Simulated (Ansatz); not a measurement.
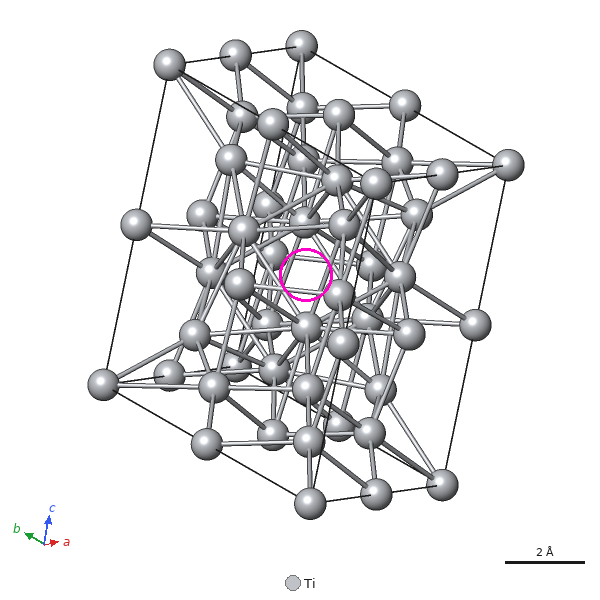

The image is a ball-and-stick drawing of a crystal, viewed from a general direction. The supercell is drawn as a box. The host is Ti, in a cell of 32 sites, and the cell is neutral. A ring marks the defect's site.

> Spot the defect.

A titanium vacancy. Around the empty site lie eight Ti at about 2.6 Å.

The atoms were relaxed in the host's cell with DFT PBE, scalar-relativistic, plane waves, PAW (Ansatz 0.2.0).
